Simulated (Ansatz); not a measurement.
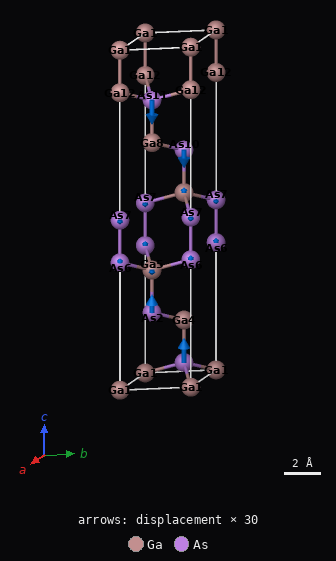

This is a relaxation of an interface cell of composition GaAs. The starting structure is drawn; blue arrows show the displacements (the part carried along by the change of the cell is left out), 30 times their true length.

The picture is a ball-and-stick view of the cell of the calculation, seen slightly off an axis.

Case: antiphase boundary on (1 1 1), species swapped.

Method: DFT PBE, scalar-relativistic, plane waves, PAW in Ansatz 0.2.0.

Input
```yaml
crystal:
  lattice:
    - [4.0626003932, 0.0, 0.0]
    - [-2.0313001966, 3.5183151459, 0.0]
    - [0.0, 0.0, 19.9025959842]
  atoms:
    - { symbol: Ga, position: [0.0, 0.0, 0.0] }
    - { symbol: As, position: [0.6666666667, 0.3333333333, 0.2083333333] }
    - { symbol: As, position: [0.3333333333, 0.6666666667, 0.0416666667] }
    - { symbol: Ga, position: [0.3333333333, 0.6666666667, 0.1666666667] }
    - { symbol: Ga, position: [0.6666666667, 0.3333333333, 0.3333333333] }
    - { symbol: As, position: [0.0, 1.0, 0.375] }
    - { symbol: As, position: [1.0, 0.0, 0.5] }
    - { symbol: Ga, position: [0.6666666667, 0.3333333333, 0.7083333333] }
    - { symbol: Ga, position: [0.3333333333, 0.6666666667, 0.5416666667] }
    - { symbol: As, position: [0.3333333333, 0.6666666667, 0.6666666667] }
    - { symbol: As, position: [0.6666666667, 0.3333333333, 0.8333333333] }
    - { symbol: Ga, position: [0.0, 1.0, 0.875] }
basis:
  ecutwfc: 420
kpoints:
  mp_grid: { grid: [12, 12, 2] }
hamiltonian:
  xc: pbe
scf:
  occupations: { method: gaussian, width: 0.05 }
output:
  forces: true
  stress: true
  eigenvalues: true
  populations: true
  write_density: true
  write_potential: true
  elf: true
  volumetric_format: npy
relax:
  adjacent_minimum: "off"
  f_tol: 0.02
  max_steps: 45
  cell: { fix: [a, b, alpha, beta, gamma], stress_tol: 0.1 }
```

Launched with:
```bash
ansatz run input.yaml --threads 2 --pin off --max-ram 5120MiB --backend cpu --events-out ev --progress --plain --runs-dir out
```

Question: Which element moves most?

Answer: Arsenic: up to 0.049 Å, against 0.010 Å for gallium.

Question: Describe the change and its energy.

Answer: The largest moves relative to the cell, 0.049 Å, are those of As3 and As11. As11 goes along −c. By element the largest moves are As 0.049 Å, Ga 0.010 Å. The drawn cell changes as follows: a = b unchanged at 4.063 Å, c 19.903 → 19.981 Å (+0.4 %); the volume changes by +0.4 %. Some distances before and after: As2–Ga5 2.488 → 2.451 Å, As11–Ga12 2.488 → 2.505 Å, As2–Ga4 2.488 → 2.501 Å, Ga1–Ga12 2.488 → 2.500 Å. Over 2 accepted moves (3 points after the start) the energy falls by 36.1 meV per cell of the calculation. The largest force component goes from 0.43 to 0.013 eV/Å. Pressure: 0.76 GPa at the start and 0.52 GPa at the end. At 1 point the geometry stayed and the basis and grid were re-selected for the new cell (energy shift of 0.2 meV per cell of the calculation at most each time).
